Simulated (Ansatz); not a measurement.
The structure in question:

```yaml
crystal:
  lattice:
    - [3.21836, 0.00000, 0.00000]
    - [-1.60918, 2.78718, 0.00000]
    - [0.00000, 0.00000, 5.24311]
  atoms:
    - { symbol: Ga, position: [0.66667, 0.33333, 0.49913] }
    - { symbol: Ga, position: [0.33333, 0.66667, 0.99913] }
    - { symbol: N, position: [0.66667, 0.33333, 0.87587] }
    - { symbol: N, position: [0.33333, 0.66667, 0.37587] }
```

Work out the structure from the coordinates.

Composition: GaN. The lattice is primitive hexagonal and the space group P6_3mc (No. 186). The structure is of the kind named wurtzite. One cell contains 2 Ga, 2 N, 4 atoms in all. Ga is linked to four N in a tetrahedral arrangement at 1.97 to 1.98 Å. Around each N lie four Ga in a tetrahedral arrangement at 1.97 to 1.98 Å. The bonds build a three-dimensional framework.

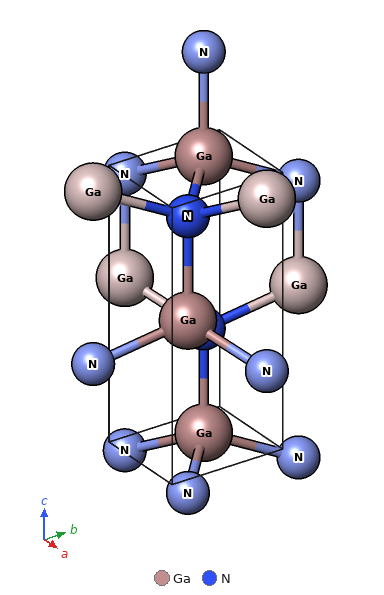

Drawn in the ball-and-stick manner and seen slightly off an axis. Lines trace the edges of the conventional unit cell. Neighbours across the faces are drawn wherever a bond reaches them, in fainter colours. Colours: gallium pink, nitrogen blue.

The cell started as a structure listed in the Materials Project. Earlier steps of the study, as a rule a relaxation of our own, may have changed the cell and positions, so they can lie some per cent off the listed ones. It was run through Ansatz as a DFT input.
